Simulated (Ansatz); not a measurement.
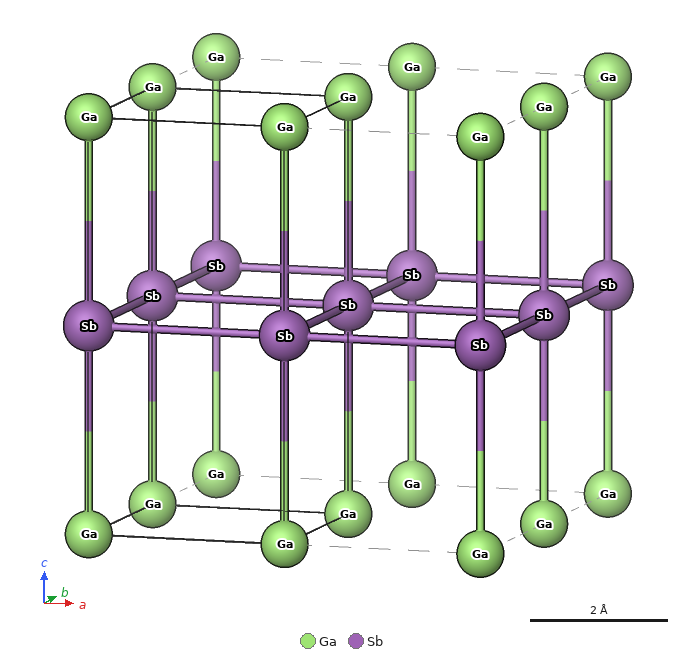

We look at a ball-and-stick model of the crystal slightly off an axis. The picture spans 2×2×1 cells, one conventional unit cell being drawn with solid lines.

- The structure is one of GaSb.
- It belongs to space group P4/mmm (No. 123) and has a primitive tetragonal lattice.
- With Z = 1, the cell contains 1 Ga, 1 Sb.
- The coordination shell of Ga holds two Sb in a linear arrangement at about 3.1 Å. Around each Sb lie four Sb and two Ga in an octahedral arrangement (about 3.0 Å to Sb, 3.1 Å to Ga).
- The bonds build a three-dimensional framework.

The structure was taken from a structure listed in the Materials Project, with elements exchanged, so it need not be a known form of the compound. The cell was then strained or its atoms displaced on purpose. A calculation with Ansatz used it as input.
